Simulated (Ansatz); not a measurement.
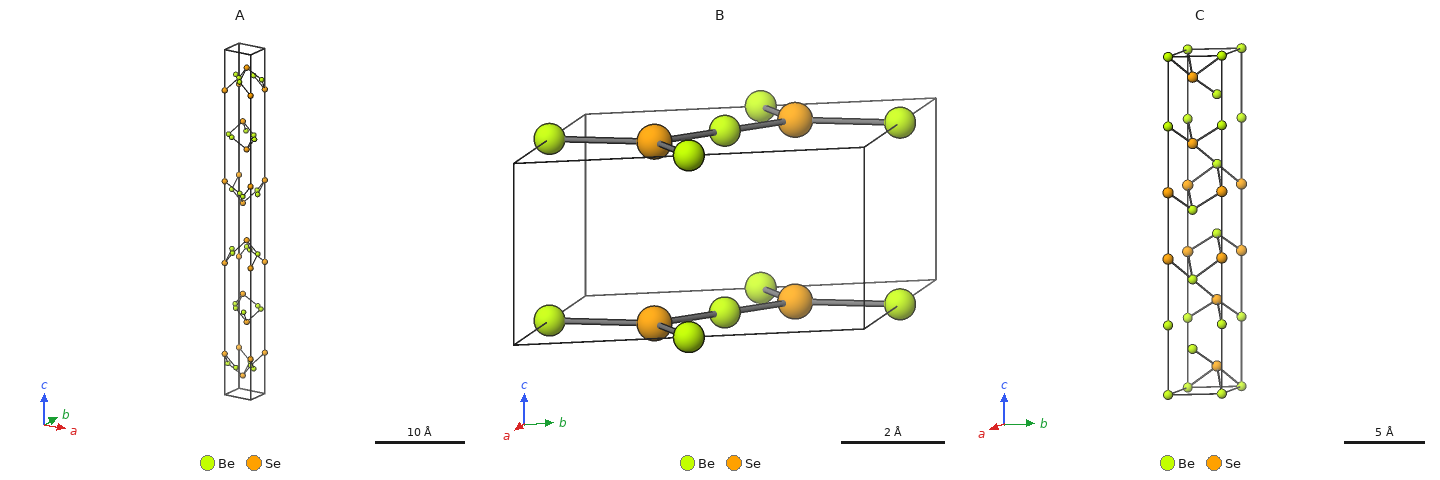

Three structures of Be3Se2, each relaxed to rest (conventional cells in solid outline, small ones repeated, each panel with its own scale). Method: Ansatz, DFT PBE, scalar-relativistic, plane waves, PAW, without spin polarisation.

**What are the structures shown?**

A: 30 atoms a cell on a rhombohedral (trigonal R) lattice, R-3c; B: 5 atoms a cell on a primitive hexagonal lattice, P6/mmm; C: 15 atoms a cell on a rhombohedral (trigonal R) lattice, R-3m.

**Rank them by energy, lowest first.**

A, then C (+323 meV/atom) and B (+971 meV/atom), energies at zero smearing.

**Collect the results in a table.**

| panel | structure | E − E(lowest) (meV/atom) | volume (Å³/atom) | gap (eV) |
| --- | --- | --- | --- | --- |
| A | R-3c | 0 | 23.9 | 1.50 |
| C | R-3m | 323 | 14.4 | metal |
| B | P6/mmm | 971 | 31.9 | metal |

Some of these may be structure types tried for this composition rather than known phases, and the most stable form need not be among them. Gaps are taken on the k-mesh or band path of each run.
